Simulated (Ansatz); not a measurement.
```
Ti
1.0
     1.92850   -1.92850    0.00000
     1.92850    1.92850    0.00000
     0.00000    0.00000    3.95850
Ti
2
Cartesian
  0.0000 0.0000 0.0000
  1.9285 0.0000 1.9792
```

Space group I4/mmm; changed on purpose from its base cell (strain -0.050 along x and y, -0.025 along z, atoms carried along); computed pressure about 24 GPa in this cell; computed without spin polarisation.

Method: DFT r2SCAN, scalar-relativistic, plane waves, PAW (Ansatz 0.2.0).

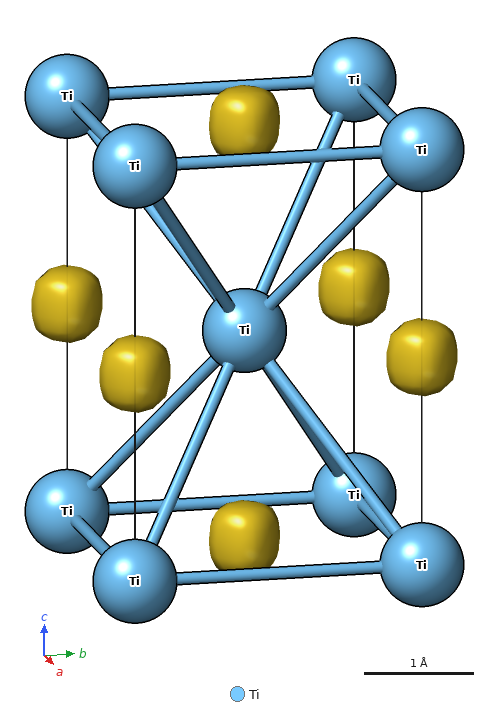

Ti. Isosurface of the ELF at 0.7 (yellow), seen slightly off an axis. Core shells and regions of very low density are left out. Sticks mark near contacts.

Question: Identify the bonds, lone pairs and shells in this picture.

Answer: At this value the surface marks out two pockets between the atoms, centred on no nucleus (multi-centre or interstitial), counted in one cell of 2 atoms. Regions shared between cells count once. There are no localised bonds or lone pairs at this value.

Values along the shortest contacts:
Ti–Ti (2.73 Å): the ELF is about 0.20 at the midpoint; no localised pair shows between them.
